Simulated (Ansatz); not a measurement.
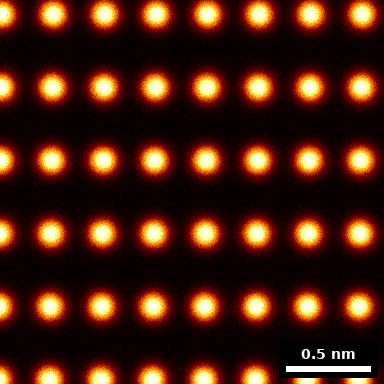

Dark-field STEM-like image of Cs (R-3m, No. 166) along [100]. The image is simulated as a sum over atoms of Z^1.7, blurred by a 1.30 Å probe (no channelling). The probe carries 15 % of its weight in a tail 2.5 times as wide. Shot noise was added. Structure: coordinates from a relaxation with DFT PBE, scalar-relativistic, plane waves, PAW in Ansatz 0.2.0; the starting structure was generated, so it need not be a known form of this composition.

**Describe what the image shows.**

The projected structure repeats with a cell of 3.07 × 4.35 Å, 91°. All columns are alike (Cs). The shortest distance between visible columns is 3.07 Å in projection. Along the beam the structure repeats every 8.64 Å.
